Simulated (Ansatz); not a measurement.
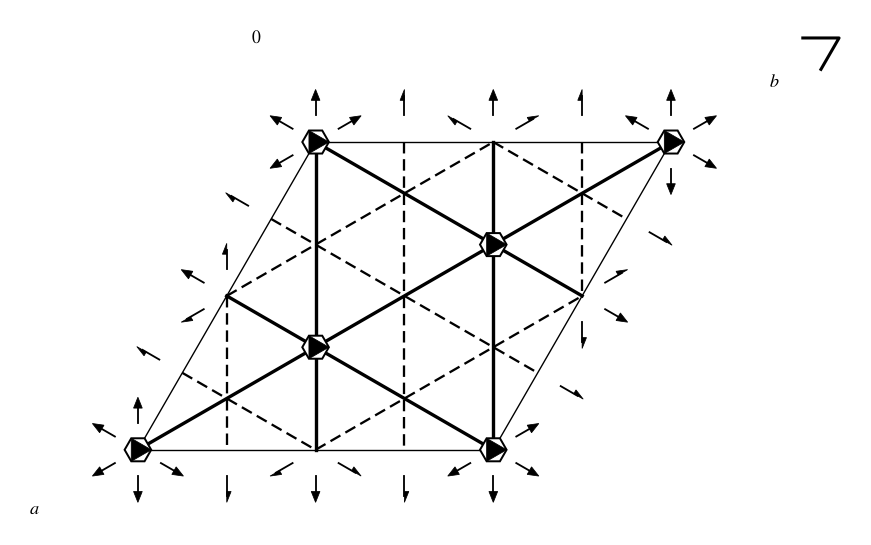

Symmetry elements of a space group, projected down c, computed from the operations of a computed or model structure of composition WSe2.

Symbols follow the International Tables: origin at the upper left, the third axis towards the viewer; heavy, dashed, dotted, dash-dotted and dash-dot-dot lines are mirror, in-plane glide, out-of-plane glide, diagonal (n; with arrows d) and double (e) glide planes seen edge on; arrows at the rim are 2 (full head) and 2₁ (half head) axes in the plane; the corner sign is a plane parallel to the page; fractions are heights. Handed screw axes carry their printed symbol instead of tails.

**Which space group is it?**

P-6m2 (No. 187); primitive hexagonal, point group -6m2, 12 general positions a cell.

**List the elements shown.**

−6 axes along c at (0, 0), (1/3, 2/3), (2/3, 1/3); mirror planes holding c and [1 2 0] or [2 1 0] or [−1 1 0]; in-plane glide planes holding c and [1 2 0] or [2 1 0] or [−1 1 0]; a mirror plane normal to c at height 0; 2 axes along [1 2 0] at height 0; 2 axes along [2 1 0] at height 0; 2 axes along [−1 1 0] at height 0; 2₁ axes along [1 2 0] at height 0; 2₁ axes along [2 1 0] at height 0; 2₁ axes along [−1 1 0] at height 0. Heights repeat every half period; positions are (a, b) fractions, modulo 1.

**Write the general positions (in any order).**

x, y, z; −x+y, −x, −z; −y, x−y, z; x, y, −z; −x+y, −x, z; −y, x−y, −z; −y, −x, −z; x, x−y, z; −x+y, y, −z; −y, −x, z; x, x−y, −z; −x+y, y, z
